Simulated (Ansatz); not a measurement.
WS₂: single-point calculation (part 2 of 2)

WS₂ (P3m1, 36 atoms in the cell); DFT PBE, scalar-relativistic, plane waves, PAW, no spin polarisation (Ansatz 0.2.0); cutoff 420 eV, 2×2×2 k-mesh, Gaussian smearing of 0.05 eV. The structure derives from a Materials Project entry.

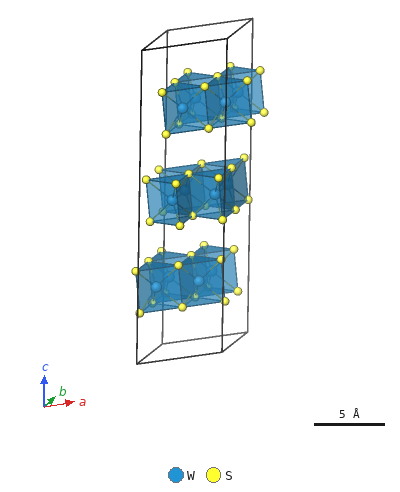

**Figure 1.** The structure as given in the input (polyhedral view of the cell of the calculation, with the vacuum cut short, seen slightly off an axis; polyhedra are completed across the faces of the cell). An atom can appear more than once, as a periodic image.

## Output, continued
```
  k-point 1: bands = ["-68.9187", "-68.9182", "-68.9182", "-68.9019", "-68.9019", "-68.9019", "-68.9013", "-68.9013", "-68.9013", "-68.9013", "-68.9013", "-68.9013", "-33.3854", "-33.3854", "-33.3854", "-33.3844", "-33.3844", "-33.3844", "-33.3841", "-33.3841", "-33.3841", "-33.1986", "-33.1984", "-33.1983", "-33.1364", "-33.1364", "-33.1363", "-33.1361", "-33.1361", "-33.1361", "-33.1361", "-33.1361", "-33.1361", "-33.1307", "-33.1306", "-33.1306", "-33.1296", "-33.1296", "-33.1296", "-33.1294",
      "-33.1294", "-33.1294", "-33.0518", "-33.0518", "-33.0507", "-33.0507", "-33.0505", "-33.0505", "-9.8349", "-9.7876", "-9.7465", "-8.2079", "-8.1157", "-8.0352", "-7.6953", "-7.6953", "-7.6953", "-7.6718", "-7.6718", "-7.6718", "-7.6546", "-7.6546", "-7.6546", "-7.4146", "-7.4146", "-7.4146", "-7.3919", "-7.3919", "-7.3919", "-7.3786", "-7.3786", "-7.3786", "-1.6111", "-1.5527", "-1.5527", "-1.5527", "-1.4907", "-1.4907", "-1.4907", "-1.4360",
      "-1.4360", "-1.4360", "-1.3667", "-1.1173", "-0.2064", "-0.2064", "-0.2064", "-0.1550", "-0.1550", "-0.1550", "-0.1019", "-0.1019", "-0.1019", "0.4277", "0.4277", "0.4277", "0.5890", "0.5890", "0.5890", "0.7237", "0.7237", "0.7238", "1.5446", "1.5446", "1.5446", "1.5629", "1.5629", "1.5629", "1.5762", "1.5762", "1.5762", "2.1013", "2.1013", "2.1064", "2.1064", "2.1084", "2.1084", "2.3557", "2.8445", "2.8445",
      "2.8445", "2.8902", "2.8902", "2.8902", "2.8909", "2.9250", "2.9250", "2.9250", "3.3384", "3.3384", "3.3505", "3.3505", "3.3579", "3.3579", "3.5174", "3.6642", "3.6642", "3.6642", "3.7057", "3.7057", "3.7057", "3.7396", "3.7396", "3.7396", "4.0423", "4.0423", "4.0423", "4.0887", "4.0887", "4.0887", "4.1199", "4.1200", "4.1200", "4.7655", "5.1526", "5.4557", "7.8491", "7.8491", "7.8491", "7.8600",
      "7.8600", "7.8600", "7.8684", "7.8684", "7.8684", "7.8909", "7.8909", "7.8970", "7.8970", "7.8996", "7.8996", "8.0391", "8.0391", "8.0781", "8.0781", "8.1088", "8.1088", "8.2589", "8.2589", "8.2589"]
  k-point 2: bands = ["-68.9103", "-68.9103", "-68.9098", "-68.9098", "-68.9098", "-68.9098", "-68.9019", "-68.9019", "-68.9013", "-68.9013", "-68.9013", "-68.9013", "-33.3241", "-33.3241", "-33.3231", "-33.3231", "-33.3228", "-33.3228", "-33.2210", "-33.2210", "-33.2199", "-33.2199", "-33.2197", "-33.2197", "-33.1941", "-33.1941", "-33.1930", "-33.1930", "-33.1928", "-33.1928", "-33.1676", "-33.1676", "-33.1673", "-33.1673", "-33.1673", "-33.1673", "-33.1364", "-33.1364", "-33.1362", "-33.1362",
      "-33.1361", "-33.1361", "-33.0914", "-33.0914", "-33.0904", "-33.0904", "-33.0901", "-33.0901", "-8.9089", "-8.9089", "-8.8642", "-8.8642", "-8.8253", "-8.8253", "-7.8558", "-7.8558", "-7.7870", "-7.7870", "-7.7303", "-7.7303", "-7.7298", "-7.7298", "-7.7025", "-7.7025", "-7.6803", "-7.6803", "-7.3972", "-7.3972", "-7.3659", "-7.3659", "-7.3445", "-7.3445", "-0.7586", "-0.7586", "-0.7203", "-0.7203", "-0.7085", "-0.7085", "-0.6960", "-0.6960",
      "-0.5172", "-0.5172", "-0.3277", "-0.3277", "-0.3014", "-0.3014", "-0.2708", "-0.2708", "-0.2473", "-0.2473", "0.4252", "0.4252", "0.4769", "0.4769", "0.5543", "0.5543", "0.7769", "0.7769", "0.8147", "0.8147", "0.8778", "0.8778", "0.9930", "0.9930", "1.1681", "1.1681", "1.2756", "1.2756", "1.3168", "1.3168", "1.4787", "1.4787", "1.5977", "1.5977", "1.6329", "1.6329", "1.7078", "1.7078", "1.7532", "1.7532",
      "2.2718", "2.2718", "2.2883", "2.2883", "2.3000", "2.3000", "2.9356", "2.9356", "2.9521", "2.9521", "2.9628", "2.9628", "3.0539", "3.0539", "3.1014", "3.1014", "3.1581", "3.1581", "3.1733", "3.1733", "3.3651", "3.3651", "3.5969", "3.5969", "4.1353", "4.1353", "4.1791", "4.1791", "4.2005", "4.2005", "4.3828", "4.3828", "4.4048", "4.4048", "4.4199", "4.4199", "7.1446", "7.1446", "7.2777", "7.2777",
      "7.3831", "7.3831", "7.4426", "7.4426", "7.5283", "7.5283", "7.5751", "7.5751", "7.6073", "7.6073", "7.6172", "7.6172", "7.6740", "7.6740", "8.0841", "8.0841", "8.1738", "8.1738", "8.2153", "8.2153"]
  k-point 5: bands = ["-68.9103", "-68.9103", "-68.9098", "-68.9098", "-68.9098", "-68.9098", "-68.9019", "-68.9019", "-68.9013", "-68.9013", "-68.9013", "-68.9013", "-33.3241", "-33.3241", "-33.3231", "-33.3231", "-33.3228", "-33.3228", "-33.2210", "-33.2210", "-33.2199", "-33.2199", "-33.2197", "-33.2197", "-33.1941", "-33.1941", "-33.1930", "-33.1930", "-33.1928", "-33.1928", "-33.1676", "-33.1676", "-33.1673", "-33.1673", "-33.1673", "-33.1673", "-33.1364", "-33.1364", "-33.1362", "-33.1362",
      "-33.1361", "-33.1361", "-33.0914", "-33.0914", "-33.0904", "-33.0904", "-33.0901", "-33.0901", "-8.9089", "-8.9089", "-8.8642", "-8.8642", "-8.8253", "-8.8253", "-7.8558", "-7.8558", "-7.7870", "-7.7870", "-7.7303", "-7.7303", "-7.7298", "-7.7298", "-7.7024", "-7.7024", "-7.6803", "-7.6803", "-7.3973", "-7.3973", "-7.3659", "-7.3659", "-7.3446", "-7.3446", "-0.7586", "-0.7586", "-0.7203", "-0.7203", "-0.7085", "-0.7085", "-0.6960", "-0.6960",
      "-0.5172", "-0.5172", "-0.3277", "-0.3277", "-0.3014", "-0.3014", "-0.2708", "-0.2708", "-0.2473", "-0.2473", "0.4252", "0.4252", "0.4769", "0.4769", "0.5543", "0.5543", "0.7769", "0.7769", "0.8147", "0.8147", "0.8778", "0.8778", "0.9931", "0.9931", "1.1681", "1.1681", "1.2756", "1.2756", "1.3168", "1.3168", "1.4787", "1.4787", "1.5977", "1.5977", "1.6329", "1.6329", "1.7078", "1.7078", "1.7532", "1.7532",
      "2.2718", "2.2718", "2.2883", "2.2883", "2.3000", "2.3000", "2.9356", "2.9356", "2.9521", "2.9521", "2.9628", "2.9628", "3.0539", "3.0539", "3.1014", "3.1014", "3.1581", "3.1581", "3.1733", "3.1733", "3.3651", "3.3651", "3.5969", "3.5969", "4.1353", "4.1353", "4.1791", "4.1791", "4.2005", "4.2005", "4.3828", "4.3828", "4.4048", "4.4048", "4.4199", "4.4199", "7.1447", "7.1447", "7.2777", "7.2777",
      "7.3830", "7.3830", "7.4426", "7.4426", "7.5283", "7.5283", "7.5750", "7.5750", "7.6073", "7.6073", "7.6172", "7.6172", "7.6741", "7.6741", "8.0841", "8.0841", "8.1738", "8.1738", "8.2153", "8.2153"]
```

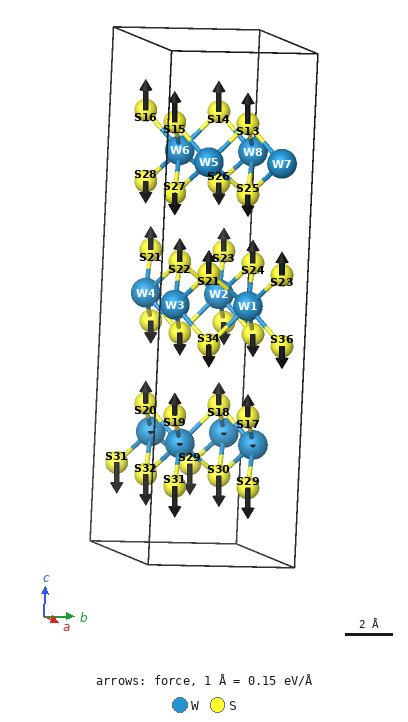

**Figure 2.** Forces on the atoms as black arrows (ball-and-stick view of the cell of the calculation, with the vacuum cut short, seen slightly off an axis; atoms are numbered from 1 in the order of the input); the smallest are left out. The largest act on S13, S14, S15, S16, S29, S30 and 2 more (0.21 eV/Å); S21, S22, S23, S24 (0.16 eV/Å); S17, S18, S19, S20, S25, S26 and 6 more (0.15 eV/Å). The geometry is not a stationary point of this energy.

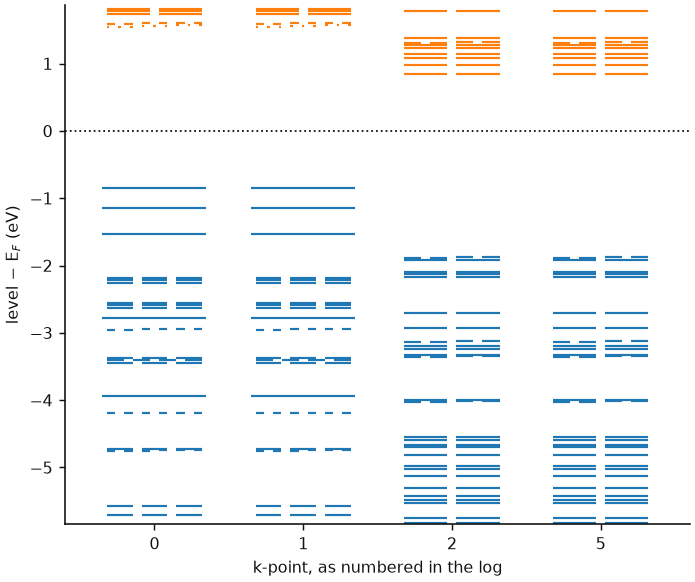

**Figure 3.** Kohn–Sham levels near the Fermi level (dotted) at the few k-points that the log prints; levels within 0.02 eV of each other stand side by side. Among these points the highest filled and lowest empty levels are 1.69 eV apart, which is the gap on the mesh.

## Key numbers

| quantity | value |
| --- | --- |
| outcome | converged |
| space group (tolerance 0.01 Å) | P3m1 (156) |
| electrons treated | 312 |
| free energy | −146297.7276 eV |
| Fermi energy | 6.299 eV |
| gap on the k-point mesh | 1.69 eV |
| largest force (length of the vector) | 0.208 eV/Å |
| wall time | 21 s (CPU time 81 s) |
| peak memory | 4 GiB |

## Remarks

Spin–orbit coupling is left out, which matters for W.
